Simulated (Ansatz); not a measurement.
Consider Ta.

Input file:

```
crystal:
  lattice:
    - [-1.6760492, 1.65128, 1.65128]
    - [1.6760492, -1.65128, 1.65128]
    - [1.6760492, 1.65128, -1.65128]
  atoms:
    - { symbol: Ta, position: [0.0, 0.0, 0.0] }
basis:
  ecutwfc: 500
kpoints:
  mp_grid: { grid: [20, 20, 20] }
hamiltonian:
  xc: r2scan
scf:
  occupations: { method: gaussian, width: 0.15 }
output:
  forces: true
  stress: true
  eigenvalues: true
  write_density: true
  write_potential: true
  elf: true
  volumetric_format: npy
```

Command:

```sh
ansatz run input.yaml --threads 1 --pin off --max-ram 2560MiB --backend cpu --events-out ev --progress --plain --runs-dir out
```

Below, planes, directions and counts refer to the conventional cell (a = 3.30 Å, b = 3.30 Å, c = 3.35 Å, α = 90.00°, β = 90.00°, γ = 90.00°).

Space group I4/mmm; changed on purpose from its base cell (strain +0.0150 x Voigt [1, 0, 0, 0, 0, 0], atoms carried along); computed pressure about −2 GPa in this cell; computed without spin polarisation.

The calculation used DFT r2SCAN, scalar-relativistic, plane waves, PAW (Ansatz).

**What will maps of the valence pseudo-density and electron localisation function show?**

Ta–Ta (2.87 Å): ρ is about 0.3 e/Å³ halfway; the ELF is about 0.30 at the midpoint (no shared electron pair shows on this line).

**Does the calculation make it a metal, or give it a gap?**

It is metallic or semimetallic at this level of theory: no gap opens.

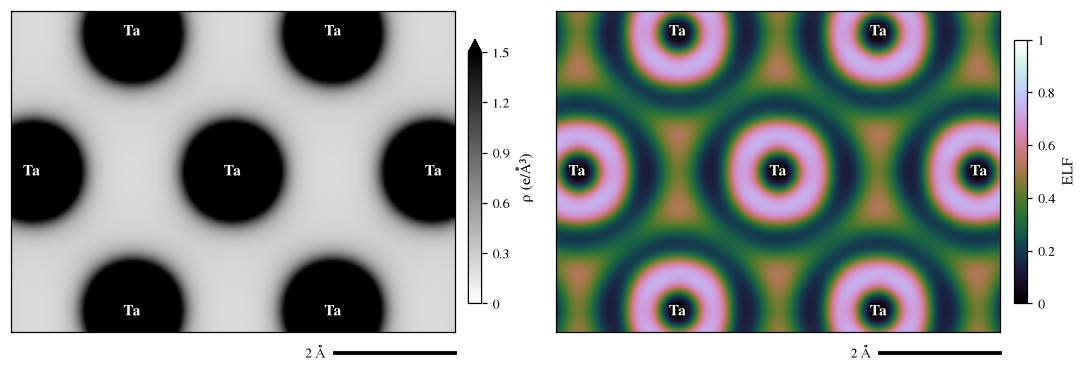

Computed valence pseudo-density and electron localisation function on the (11̄0) plane of the conventional cell, in this order. 

In a PAW calculation such maps are meaningful between the atoms, not at the nuclei.
